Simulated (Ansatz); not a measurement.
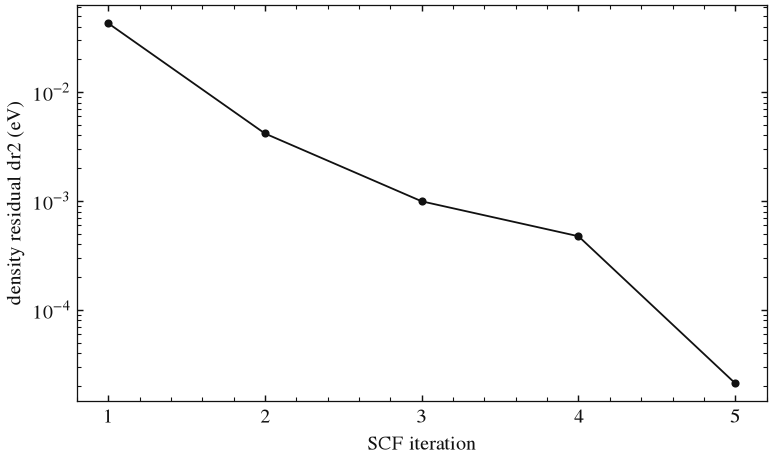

The plot shows the SCF iterations of a calculation: density residual dr2. The starting density is a sum of atomic densities corrected by a trained network.

HfO2 (3 atoms in the cell), run with Ansatz.

```
crystal:
  lattice:
    - [0.0, 2.548805761, 2.548805761]
    - [2.548805761, 0.0, 2.548805761]
    - [2.548805761, 2.548805761, 0.0]
  atoms:
    - { symbol: Hf, position: [0.0, 0.0, 0.0] }
    - { symbol: O, position: [0.25, 0.25, 0.25] }
    - { symbol: O, position: [0.75, 0.75, 0.75] }
basis:
  ecutwfc: 500
kpoints:
  mp_grid: { grid: [8, 8, 8] }
hamiltonian:
  xc: r2scan
scf:
  occupations: { method: gaussian, width: 0.02 }
  max_iter: 5
output:
  forces: true
  eigenvalues: true
  stress: true
```

Command:
```bash
ansatz run input.yaml --threads 1 --pin off --max-ram 2560MiB --backend cpu --events-out ev --progress --plain --runs-dir out
```

> How did this run end?

It did not converge: it stopped after 5 iterations. The residual is still falling at the last step (down to 2.1 × 10⁻⁵).

> Read the residual at the first and at the last step drawn.

It starts near 0.04 and ends near 2.1 × 10⁻⁵ eV.

> Why did it fail, and what helps?

The input holds a fault, too few SCF iterations: scf.max_iter set to 5.
